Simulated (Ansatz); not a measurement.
# Residual resistivity of an alloy: Ta(100) with 4 layers of random Ta-Mo, 2x2, part 2 of 2

How strongly does chemical disorder scatter in Ta(100) with 4 layers of random Ta-Mo, 2x2?

Ansatz 0.2.0; Ansatz plane-wave DFT, PBE, PAW files; ballistic transport by layer matching (Landauer), zero bias; PAW set soft_1.

So far. Step 2 (With 4 alloy layers): Over the solved energies the transmission per spin lies between 5.59 and 5.95, out of 10.2 channels of the lead on average (up to 10.5).

## 3. With 8 alloy layers

System of this step: Ta(100) with 8 layers of random Ta-Mo, 2x2. The cell holds 72 atoms: 48 Ta and 24 Mo. Cell: a = 6.605 Å, b = 6.605 Å, c = 29.723 Å, α = 90.0°, β = 90.0°, γ = 90.0°. It derives from Ta. Regions: lead, 40 atoms (40 Ta); scattering region, 32 atoms (8 Ta and 24 Mo). The structure is stacked along c, and the current runs across the ab planes.

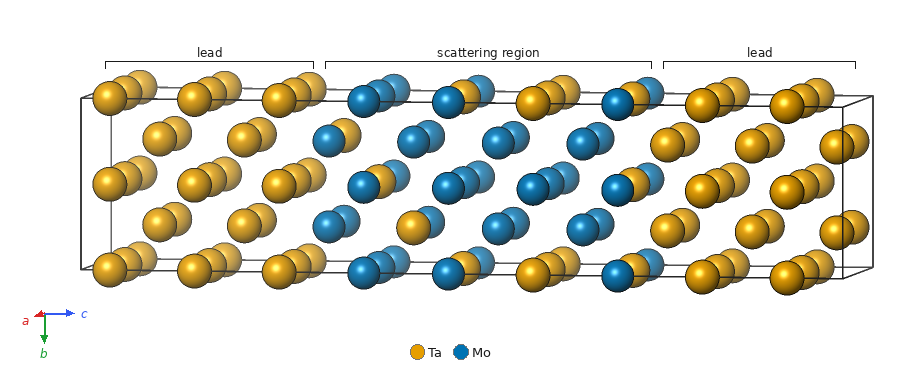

The cell of this step (tantalum orange, molybdenum blue). Some periodic images of atoms are drawn too.

input.yaml

```yaml
crystal:
  lattice:
    - [6.60512, 0.0, 0.0]
    - [0.0, 6.60512, 0.0]
    - [0.0, 0.0, 29.72304]
  atoms:
    - { symbol: Ta, position: [0.0, 0.0, 0.0277777778] }
    - { symbol: Ta, position: [0.0, 0.5, 0.0277777778] }
    - { symbol: Ta, position: [0.5, 0.0, 0.0277777778] }
    - { symbol: Ta, position: [0.5, 0.5, 0.0277777778] }
    - { symbol: Ta, position: [0.25, 0.25, 0.0833333333] }
    - { symbol: Ta, position: [0.25, 0.75, 0.0833333333] }
    - { symbol: Ta, position: [0.75, 0.25, 0.0833333333] }
    - { symbol: Ta, position: [0.75, 0.75, 0.0833333333] }
    - { symbol: Ta, position: [0.0, 0.0, 0.1388888889] }
    - { symbol: Ta, position: [0.0, 0.5, 0.1388888889] }
    - { symbol: Ta, position: [0.5, 0.0, 0.1388888889] }
    - { symbol: Ta, position: [0.5, 0.5, 0.1388888889] }
    - { symbol: Ta, position: [0.25, 0.25, 0.1944444444] }
    - { symbol: Ta, position: [0.25, 0.75, 0.1944444444] }
    - { symbol: Ta, position: [0.75, 0.25, 0.1944444444] }
    - { symbol: Ta, position: [0.75, 0.75, 0.1944444444] }
    - { symbol: Ta, position: [0.0, 0.0, 0.25] }
    - { symbol: Ta, position: [0.0, 0.5, 0.25] }
    - { symbol: Ta, position: [0.5, 0.0, 0.25] }
    - { symbol: Ta, position: [0.5, 0.5, 0.25] }
    - { symbol: Ta, position: [0.25, 0.25, 0.3055555556] }
    - { symbol: Mo, position: [0.25, 0.75, 0.3055555556] }
    - { symbol: Mo, position: [0.75, 0.25, 0.3055555556] }
    - { symbol: Mo, position: [0.75, 0.75, 0.3055555556] }
    - { symbol: Mo, position: [0.0, 0.0, 0.3611111111] }
    - { symbol: Mo, position: [0.0, 0.5, 0.3611111111] }
    - { symbol: Mo, position: [0.5, 0.0, 0.3611111111] }
    - { symbol: Ta, position: [0.5, 0.5, 0.3611111111] }
    - { symbol: Mo, position: [0.25, 0.25, 0.4166666667] }
    - { symbol: Mo, position: [0.25, 0.75, 0.4166666667] }
    - { symbol: Mo, position: [0.75, 0.25, 0.4166666667] }
    - { symbol: Ta, position: [0.75, 0.75, 0.4166666667] }
    - { symbol: Mo, position: [0.0, 0.0, 0.4722222222] }
    - { symbol: Mo, position: [0.0, 0.5, 0.4722222222] }
    - { symbol: Ta, position: [0.5, 0.0, 0.4722222222] }
    - { symbol: Mo, position: [0.5, 0.5, 0.4722222222] }
    - { symbol: Mo, position: [0.25, 0.25, 0.5277777778] }
    - { symbol: Mo, position: [0.25, 0.75, 0.5277777778] }
    - { symbol: Mo, position: [0.75, 0.25, 0.5277777778] }
    - { symbol: Mo, position: [0.75, 0.75, 0.5277777778] }
    - { symbol: Ta, position: [0.0, 0.0, 0.5833333333] }
    - { symbol: Mo, position: [0.0, 0.5, 0.5833333333] }
    - { symbol: Ta, position: [0.5, 0.0, 0.5833333333] }
    - { symbol: Mo, position: [0.5, 0.5, 0.5833333333] }
    - { symbol: Mo, position: [0.25, 0.25, 0.6388888889] }
    - { symbol: Mo, position: [0.25, 0.75, 0.6388888889] }
    - { symbol: Mo, position: [0.75, 0.25, 0.6388888889] }
    - { symbol: Mo, position: [0.75, 0.75, 0.6388888889] }
    - { symbol: Mo, position: [0.0, 0.0, 0.6944444444] }
    - { symbol: Mo, position: [0.0, 0.5, 0.6944444444] }
    - { symbol: Ta, position: [0.5, 0.0, 0.6944444444] }
    - { symbol: Ta, position: [0.5, 0.5, 0.6944444444] }
    - { symbol: Ta, position: [0.25, 0.25, 0.75] }
    - { symbol: Ta, position: [0.25, 0.75, 0.75] }
    - { symbol: Ta, position: [0.75, 0.25, 0.75] }
    - { symbol: Ta, position: [0.75, 0.75, 0.75] }
    - { symbol: Ta, position: [0.0, 0.0, 0.8055555556] }
    - { symbol: Ta, position: [0.0, 0.5, 0.8055555556] }
    - { symbol: Ta, position: [0.5, 0.0, 0.8055555556] }
    - { symbol: Ta, position: [0.5, 0.5, 0.8055555556] }
    - { symbol: Ta, position: [0.25, 0.25, 0.8611111111] }
    - { symbol: Ta, position: [0.25, 0.75, 0.8611111111] }
    - { symbol: Ta, position: [0.75, 0.25, 0.8611111111] }
    - { symbol: Ta, position: [0.75, 0.75, 0.8611111111] }
    - { symbol: Ta, position: [0.0, 0.0, 0.9166666667] }
    - { symbol: Ta, position: [0.0, 0.5, 0.9166666667] }
    - { symbol: Ta, position: [0.5, 0.0, 0.9166666667] }
    - { symbol: Ta, position: [0.5, 0.5, 0.9166666667] }
    - { symbol: Ta, position: [0.25, 0.25, 0.9722222222] }
    - { symbol: Ta, position: [0.25, 0.75, 0.9722222222] }
    - { symbol: Ta, position: [0.75, 0.25, 0.9722222222] }
    - { symbol: Ta, position: [0.75, 0.75, 0.9722222222] }
kpoints:
  mp_grid: { grid: [4, 4, 1] }
hamiltonian:
  xc: pbe
  pseudopotentials: { kind: paw, azcp: { folder: soft_1 } }
scf:
  occupations: { method: fermi_dirac, width: 0.1 }
output:
  transmission: { leads: [[0, 4]], kmesh: [8, 8], e_range: [-0.05, 0.05], de: 0.05 }
  write_potential: true
  write_density: true
  volumetric_format: npy
```

Run with:

```console
> ansatz run input.yaml --threads 4 --pin off --max-ram 15360MiB --backend cpu --events-out ev --progress --plain --runs-dir out
```

Numbers of over 12 decimals in the logs are rounded to 6 here.

Log:

```text
[...]
Crystal: 72 atoms, lattice volume = 1296.745 Å³
Basis set: ecut = 420 eV, 25307 PW (Γ)
Bands: 576, of which v1, the nominal top of the filled ones, is band 480 counted from 1 (479 counted from 0)
Symmetry: 1 space group operations
[...]
k-points: 10 of 16 (time reversal used)
[...]
SCF iter   1: F=—  HF=-595955.287756 eV  |F-HF|=—  |Δ(HF+E_count)|=         —  Δρ=1.88e-1  dr2=1.70e4  ethr=3.10e-3  ⟨swp⟩=6.6  Hψ=23936  notcnv=0
[...]
SCF iter  11: F=-595742.114731 eV  HF=-595742.114731 eV  |F-HF|=3.61e-9  |Δ(HF+E_count)|=   2.91e-9  Δρ=2.51e-7  dr2=3.89e-9  ethr=5.65e-12  ⟨swp⟩=1.0  Hψ=13233  notcnv=0
SCF 1 converged in 11 iterations: F = -595742.114731 eV  dr2 = 3.89e-9
[...]
transmission: 189 of 1836 steps passed
transmission: 369 of 1836 steps passed
[...]
transmission: 1836 of 1836 steps passed
SCF converged after 11 iterations
Free energy (F): -595742.114731 eV
[...]
Internal energy: -595739.810097 eV  (E = F + TS)
E sigma→0 (E₀):  -595740.962414 eV
Entropy (-TS):   -2.304634 eV (-32.009 meV/atom)
Fermi energy:    18.210766 eV
[...]
--- Band table (eV; the first three rows and the last of 10) ---
  k-point 0: bands = [... 476 lower, 18.6099, 18.6531, 18.7045, 18.7148, 18.8299, 18.8495, 18.8801, 18.8817, ... 92 higher]
  k-point 1: bands = [... 476 lower, 18.4627, 18.4826, 18.4955, 18.5301, 18.5382, 18.5488, 18.5706, 18.5758, ... 92 higher]
  k-point 2: bands = [... 476 lower, 18.0682, 18.0729, 18.0788, 18.1040, 18.1130, 18.1276, 18.1488, 18.1769, ... 92 higher]
  k-point 9: bands = [... 476 lower, 17.5726, 17.5772, 17.5782, 17.5796, 17.5802, 17.5821, 17.5839, 17.5857, ... 92 higher]
--- Transmission ---
  basis      : 377 plane waves across, 54 finite elements along
  points     : 34, standing for a mesh of 8 x 8
[...]
channels       : 1.048438e1 a spin
[...]
junction   : crystal 0 to crystal 0, 0.70 to 28.77 Å
    transmission   : 4.474860e0 a spin
[...]
```

Wall time 35 min (4 threads of Arm Neoverse V1, shared host); peak memory 8.5 GiB.

This step gave:

```yaml
free_energy: -595742.1147 eV
energy_at_zero_smearing: -595740.9624 eV
fermi_energy: 18.21 eV
transmission_per_spin_nearest_the_fermi_level: 4.475
step_of_the_lead_s_potential: 6.9 meV
```

Per spin. Transmission, zone mean against energy, zero at the Fermi level:

```
energy (eV)  transmission, zone mean
    -0.0500                     4.51
     0.0000                     4.47
     0.0500                     4.45
```

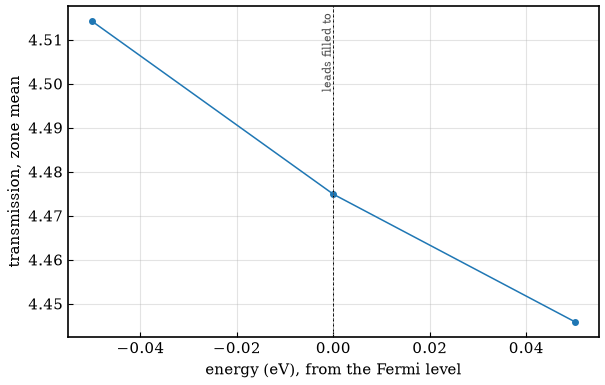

Transmission, zone mean against energy.

Over the solved energies the transmission per spin lies between 4.45 and 4.51, out of 10.3 channels of the lead on average (up to 10.5).

## 4. With 12 alloy layers

System of this step: Ta(100) with 12 layers of random Ta-Mo, 2x2. The cell holds 88 atoms: 52 Ta and 36 Mo. Its edges and angles: a = 6.605 Å, b = 6.605 Å, c = 36.328 Å, α = 90.0°, β = 90.0°, γ = 90.0°. It derives from Ta. Regions: lead, 40 atoms (40 Ta); scattering region, 48 atoms (36 Mo and 12 Ta). The structure is stacked along c, and the current runs across the ab planes.

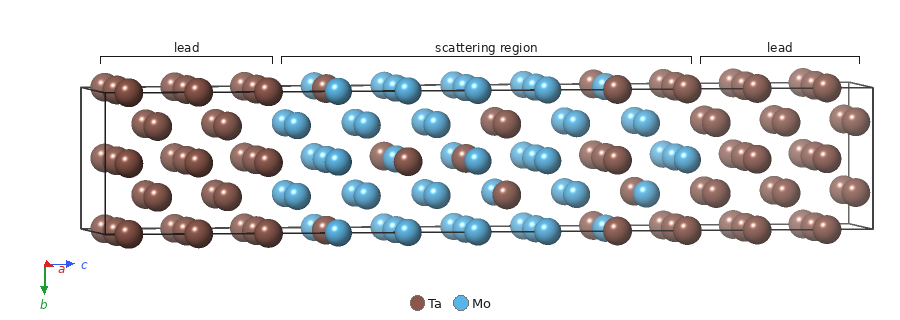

The cell of this step (tantalum brown, molybdenum blue). Some periodic images of atoms are drawn too.

input.yaml

```yaml
crystal:
  lattice:
    - [6.60512, 0.0, 0.0]
    - [0.0, 6.60512, 0.0]
    - [0.0, 0.0, 36.32816]
  atoms:
    - { symbol: Ta, position: [0.0, 0.0, 0.0227272727] }
    - { symbol: Ta, position: [0.0, 0.5, 0.0227272727] }
    - { symbol: Ta, position: [0.5, 0.0, 0.0227272727] }
    - { symbol: Ta, position: [0.5, 0.5, 0.0227272727] }
    - { symbol: Ta, position: [0.25, 0.25, 0.0681818182] }
    - { symbol: Ta, position: [0.25, 0.75, 0.0681818182] }
    - { symbol: Ta, position: [0.75, 0.25, 0.0681818182] }
    - { symbol: Ta, position: [0.75, 0.75, 0.0681818182] }
    - { symbol: Ta, position: [0.0, 0.0, 0.1136363636] }
    - { symbol: Ta, position: [0.0, 0.5, 0.1136363636] }
    - { symbol: Ta, position: [0.5, 0.0, 0.1136363636] }
    - { symbol: Ta, position: [0.5, 0.5, 0.1136363636] }
    - { symbol: Ta, position: [0.25, 0.25, 0.1590909091] }
    - { symbol: Ta, position: [0.25, 0.75, 0.1590909091] }
    - { symbol: Ta, position: [0.75, 0.25, 0.1590909091] }
    - { symbol: Ta, position: [0.75, 0.75, 0.1590909091] }
    - { symbol: Ta, position: [0.0, 0.0, 0.2045454545] }
    - { symbol: Ta, position: [0.0, 0.5, 0.2045454545] }
    - { symbol: Ta, position: [0.5, 0.0, 0.2045454545] }
    - { symbol: Ta, position: [0.5, 0.5, 0.2045454545] }
    - { symbol: Mo, position: [0.25, 0.25, 0.25] }
    - { symbol: Mo, position: [0.25, 0.75, 0.25] }
    - { symbol: Mo, position: [0.75, 0.25, 0.25] }
    - { symbol: Mo, position: [0.75, 0.75, 0.25] }
    - { symbol: Mo, position: [0.0, 0.0, 0.2954545455] }
    - { symbol: Mo, position: [0.0, 0.5, 0.2954545455] }
    - { symbol: Ta, position: [0.5, 0.0, 0.2954545455] }
    - { symbol: Mo, position: [0.5, 0.5, 0.2954545455] }
    - { symbol: Mo, position: [0.25, 0.25, 0.3409090909] }
    - { symbol: Mo, position: [0.25, 0.75, 0.3409090909] }
    - { symbol: Mo, position: [0.75, 0.25, 0.3409090909] }
    - { symbol: Mo, position: [0.75, 0.75, 0.3409090909] }
    - { symbol: Mo, position: [0.0, 0.0, 0.3863636364] }
    - { symbol: Ta, position: [0.0, 0.5, 0.3863636364] }
    - { symbol: Mo, position: [0.5, 0.0, 0.3863636364] }
    - { symbol: Mo, position: [0.5, 0.5, 0.3863636364] }
    - { symbol: Mo, position: [0.25, 0.25, 0.4318181818] }
    - { symbol: Mo, position: [0.25, 0.75, 0.4318181818] }
    - { symbol: Mo, position: [0.75, 0.25, 0.4318181818] }
    - { symbol: Mo, position: [0.75, 0.75, 0.4318181818] }
    - { symbol: Mo, position: [0.0, 0.0, 0.4772727273] }
    - { symbol: Mo, position: [0.0, 0.5, 0.4772727273] }
    - { symbol: Mo, position: [0.5, 0.0, 0.4772727273] }
    - { symbol: Ta, position: [0.5, 0.5, 0.4772727273] }
    - { symbol: Ta, position: [0.25, 0.25, 0.5227272727] }
    - { symbol: Mo, position: [0.25, 0.75, 0.5227272727] }
    - { symbol: Ta, position: [0.75, 0.25, 0.5227272727] }
    - { symbol: Ta, position: [0.75, 0.75, 0.5227272727] }
    - { symbol: Mo, position: [0.0, 0.0, 0.5681818182] }
    - { symbol: Mo, position: [0.0, 0.5, 0.5681818182] }
    - { symbol: Mo, position: [0.5, 0.0, 0.5681818182] }
    - { symbol: Mo, position: [0.5, 0.5, 0.5681818182] }
    - { symbol: Mo, position: [0.25, 0.25, 0.6136363636] }
    - { symbol: Mo, position: [0.25, 0.75, 0.6136363636] }
    - { symbol: Mo, position: [0.75, 0.25, 0.6136363636] }
    - { symbol: Mo, position: [0.75, 0.75, 0.6136363636] }
    - { symbol: Ta, position: [0.0, 0.0, 0.6590909091] }
    - { symbol: Ta, position: [0.0, 0.5, 0.6590909091] }
    - { symbol: Mo, position: [0.5, 0.0, 0.6590909091] }
    - { symbol: Ta, position: [0.5, 0.5, 0.6590909091] }
    - { symbol: Mo, position: [0.25, 0.25, 0.7045454545] }
    - { symbol: Ta, position: [0.25, 0.75, 0.7045454545] }
    - { symbol: Mo, position: [0.75, 0.25, 0.7045454545] }
    - { symbol: Mo, position: [0.75, 0.75, 0.7045454545] }
    - { symbol: Ta, position: [0.0, 0.0, 0.75] }
    - { symbol: Mo, position: [0.0, 0.5, 0.75] }
    - { symbol: Ta, position: [0.5, 0.0, 0.75] }
    - { symbol: Mo, position: [0.5, 0.5, 0.75] }
    - { symbol: Ta, position: [0.25, 0.25, 0.7954545455] }
    - { symbol: Ta, position: [0.25, 0.75, 0.7954545455] }
    - { symbol: Ta, position: [0.75, 0.25, 0.7954545455] }
    - { symbol: Ta, position: [0.75, 0.75, 0.7954545455] }
    - { symbol: Ta, position: [0.0, 0.0, 0.8409090909] }
    - { symbol: Ta, position: [0.0, 0.5, 0.8409090909] }
    - { symbol: Ta, position: [0.5, 0.0, 0.8409090909] }
    - { symbol: Ta, position: [0.5, 0.5, 0.8409090909] }
    - { symbol: Ta, position: [0.25, 0.25, 0.8863636364] }
    - { symbol: Ta, position: [0.25, 0.75, 0.8863636364] }
    - { symbol: Ta, position: [0.75, 0.25, 0.8863636364] }
    - { symbol: Ta, position: [0.75, 0.75, 0.8863636364] }
    - { symbol: Ta, position: [0.0, 0.0, 0.9318181818] }
    - { symbol: Ta, position: [0.0, 0.5, 0.9318181818] }
    - { symbol: Ta, position: [0.5, 0.0, 0.9318181818] }
    - { symbol: Ta, position: [0.5, 0.5, 0.9318181818] }
    - { symbol: Ta, position: [0.25, 0.25, 0.9772727273] }
    - { symbol: Ta, position: [0.25, 0.75, 0.9772727273] }
    - { symbol: Ta, position: [0.75, 0.25, 0.9772727273] }
    - { symbol: Ta, position: [0.75, 0.75, 0.9772727273] }
kpoints:
  mp_grid: { grid: [4, 4, 1] }
hamiltonian:
  xc: pbe
  pseudopotentials: { kind: paw, azcp: { folder: soft_1 } }
scf:
  occupations: { method: fermi_dirac, width: 0.1 }
output:
  transmission: { leads: [[0, 4]], kmesh: [8, 8], e_range: [-0.05, 0.05], de: 0.05 }
  write_potential: true
  write_density: true
  volumetric_format: npy
```

Log:

```text
[...]
Crystal: 88 atoms, lattice volume = 1584.911 Å³
Basis set: ecut = 420 eV, 30897 PW (Γ)
Bands: 708, of which v1, the nominal top of the filled ones, is band 590 counted from 1 (589 counted from 0)
Symmetry: 1 space group operations
[...]
k-points: 10 of 16 (time reversal used)
[...]
SCF iter   1: F=—  HF=-695195.611372 eV  |F-HF|=—  |Δ(HF+E_count)|=         —  Δρ=1.86e-1  dr2=2.00e4  ethr=3.10e-3  ⟨swp⟩=6.4  Hψ=30054  notcnv=0
[...]
SCF iter  11: F=-694947.716372 eV  HF=-694947.716372 eV  |F-HF|=5.29e-8  |Δ(HF+E_count)|=   3.19e-8  Δρ=6.54e-7  dr2=5.46e-8  ethr=8.47e-12  ⟨swp⟩=15.3  Hψ=27990  notcnv=0
SCF 1 converged in 11 iterations: F = -694947.716372 eV  dr2 = 5.46e-8
[...]
transmission: 228 of 2278 steps passed
transmission: 456 of 2278 steps passed
[...]
transmission: 2278 of 2278 steps passed
SCF converged after 11 iterations
Free energy (F): -694947.716372 eV
[...]
Internal energy: -694945.100074 eV  (E = F + TS)
E sigma→0 (E₀):  -694946.408223 eV
Entropy (-TS):   -2.616298 eV (-29.731 meV/atom)
Fermi energy:    18.159660 eV
[...]
--- Band table (eV; the first three rows and the last of 10) ---
  k-point 0: bands = [... 586 lower, 18.6176, 18.6207, 18.6428, 18.6482, 18.6704, 18.6838, 18.6933, 18.7049, ... 114 higher]
  k-point 1: bands = [... 586 lower, 18.4009, 18.4056, 18.4123, 18.4228, 18.4307, 18.4716, 18.4931, 18.5280, ... 114 higher]
  k-point 2: bands = [... 586 lower, 17.9781, 17.9801, 17.9888, 17.9972, 18.0352, 18.0754, 18.2562, 18.2580, ... 114 higher]
  k-point 9: bands = [... 586 lower, 17.5014, 17.5066, 17.5203, 17.5219, 17.5236, 17.5243, 17.5254, 17.5258, ... 114 higher]
--- Transmission ---
  basis      : 377 plane waves across, 67 finite elements along
  points     : 34, standing for a mesh of 8 x 8
[...]
channels       : 1.048438e1 a spin
[...]
junction   : crystal 0 to crystal 0, 0.70 to 35.37 Å
    transmission   : 3.769722e0 a spin
[...]
```

It took 49 min on 4 threads; peak memory 9 GiB; 2.9 h of CPU time.

This step gave:

```
free energy                                   : -694947.7164 eV
energy at zero smearing                       : -694946.4082 eV
Fermi energy                                  : 18.16 eV
transmission per spin nearest the Fermi level : 3.770
step of the lead's potential                  : 7.8 meV
```

Per spin. The transmission, zone mean by energy, zero at the Fermi level:

```
energy (eV)  transmission, zone mean
    -0.0500                     3.86
     0.0000                     3.77
     0.0500                     3.70
```

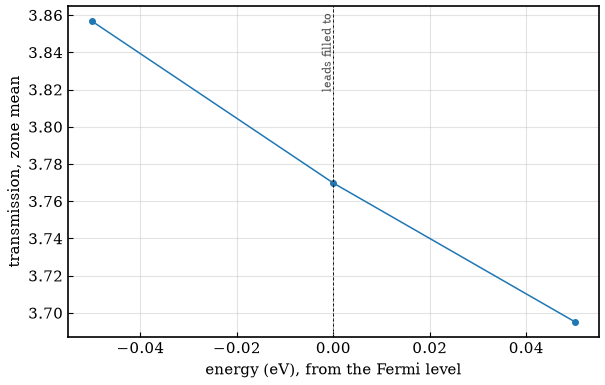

Transmission, zone mean against energy.

Over the solved energies the transmission per spin lies between 3.70 and 3.86, out of 10.2 channels of the lead on average (up to 10.5).

## 5. The fit

This step: Ansatz plane-wave DFT, PBE, PAW files; ballistic transport by layer matching (Landauer), zero bias; residual resistivity from the slope of the area resistance, atoms on the host's lattice; PAW set soft_1 (Ansatz 0.2.0).

Numbers from this step:

- resistivity: 39.23 µΩ cm
- intercept: 0.1723 fΩ m²
- scatter about the fit: 0.01257 fΩ m²

Resistance, by row:

```
run  length (Å)      T  channels N  RA (fΩ m²)
 n4       6.605  5.782       10.21      0.4225
 n8       13.21  4.478       10.26      0.7083
n12       19.82  3.774       10.21      0.9407
```

Table of area resistance by length of the alloy:

```
length of the alloy (Å)  area resistance (fΩ m²)
                   6.61                    0.423
                  13.21                    0.708
                  19.82                    0.941
```

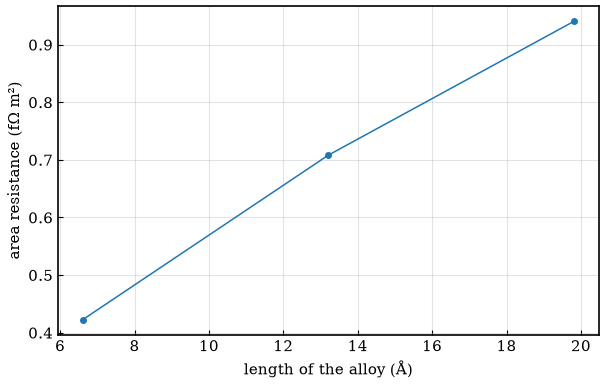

Area resistance against length of the alloy.

The area resistance goes from 0.42 to 0.94 fΩ m² between 6.6 and 19.8 Å, a slope of 39 µΩ cm.

By hand from the end points: (0.9407 − 0.4225) fΩ m² / (19.82 − 6.61) Å = 39 µΩ cm, since 1 fΩ m² per Å is 1000 µΩ cm.

## 6. What came out

* resistivity from the slope: 39.2 µΩ cm
* area resistance over 6.61 Å: 0.423 fΩ m²
* area resistance over 13.2 Å: 0.708 fΩ m²
* area resistance over 19.8 Å: 0.941 fΩ m²

**Reading.** The slope gives 39 µΩ cm. The points scatter by 0.013 fΩ m² about the line, with one random draw a length in a 2x2 cell, so the slope is a rough value. Read with a model of isotropic scattering on a spherical Fermi surface and the lead's 1.8×10¹⁵ S/m², this slope means a mean free path near 11 Å (a rough figure, since the alloy's own channel count differs); over these lengths the model's slope is within 3 % of its bulk resistivity. The atoms sit on the host's lattice, so scattering by size misfit is left out. Spin-orbit coupling is left out, which matters for Ta.

[Logs are printed without paths, hosts, clocks, repeated set-up lines and the standing remarks that a program may print on its own settings, such as how far it seeks lower states.]

[Hosts, paths, dates, database ids (printed as entryN), source tags and the programs' standing remarks are cut or masked in the printed files.]
